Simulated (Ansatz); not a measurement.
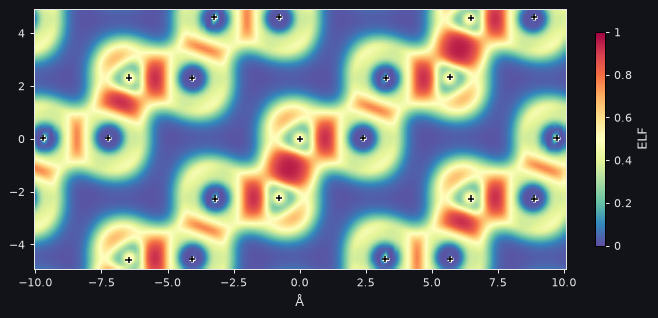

The ELF on a plane through atoms (crosses mark nuclei in the plane).

Level of theory: DFT PBEsol, scalar-relativistic, plane waves, PAW (Ansatz 0.2.0).

Candidates:
A. Te₂Pt, a = 4.05 Å, b = 4.05 Å, c = 5.14 Å, α = 90.00°, β = 90.00°, γ = 120.00°. Space group P-3m1; a generated structure, not necessarily the stable one.
B. SiGe₃, a = 13.73 Å, b = 7.93 Å, c = 7.93 Å, α = 90.00°, β = 125.27°, γ = 90.00°. Space group Cm; a generated structure, not necessarily the stable one.
C. CdO, a = 4.69 Å, b = 4.69 Å, c = 4.69 Å, α = 90.00°, β = 90.00°, γ = 90.00°. Space group Fm-3m.

Which system is this?

Candidate B: SiGe₃ on the (111) plane of the conventional cell, which holds Si and Ge. Si–Si (2.38 Å): the ELF peaks at about 0.95 between the atoms, as expected for a shared electron pair. Si–Ge (2.40 Å): the ELF peaks at about 0.90 between the atoms; a covalent bond.
